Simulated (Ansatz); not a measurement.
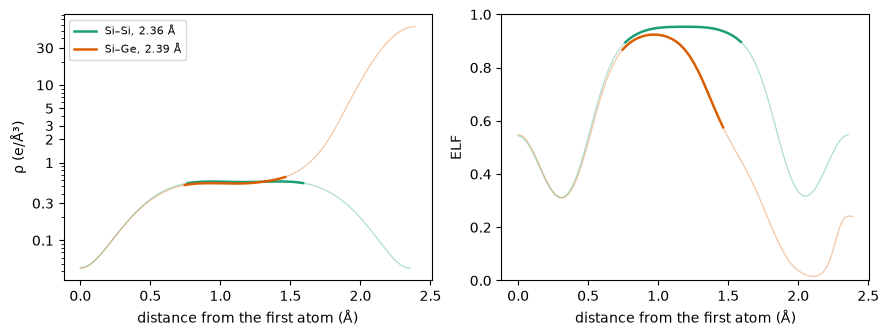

Si₇Ge. Valence pseudo-density and electron localisation function along straight lines between neighbouring atoms. Thin, pale parts lie inside the atomic spheres.

Space group P-43m; a structure from a database of computed crystals, not necessarily the ambient phase.

The calculation used DFT PBEsol, scalar-relativistic, plane waves, PAW (Ansatz).

Core electrons are frozen (PAW), and the valence fields are smoothed inside the atomic spheres.

```xyz
8
Lattice="5.4592 0.0000 0.0000 0.0000 5.4592 0.0000 0.0000 0.0000 5.4592" Properties=species:S:1:pos:R:3 pbc="T T T"
Si    1.3790    1.3790    1.3790
Si    0.0000    2.7296    2.7296
Si    2.7296    2.7296    0.0000
Si    2.7296    0.0000    2.7296
Si    4.0802    1.3790    4.0802
Si    4.0802    4.0802    1.3790
Si    1.3790    4.0802    4.0802
Ge    0.0000    0.0000    0.0000
```

What can be read from the curves?

Si–Si (2.36 Å): the density is about 0.56 e/Å³ at the midpoint; the ELF peaks at about 0.95 between the atoms: a covalent bond.
Si–Ge (2.39 Å): ρ is about 0.54 e/Å³ halfway; the ELF peaks at about 0.90 between the atoms, as expected for a covalent bond.
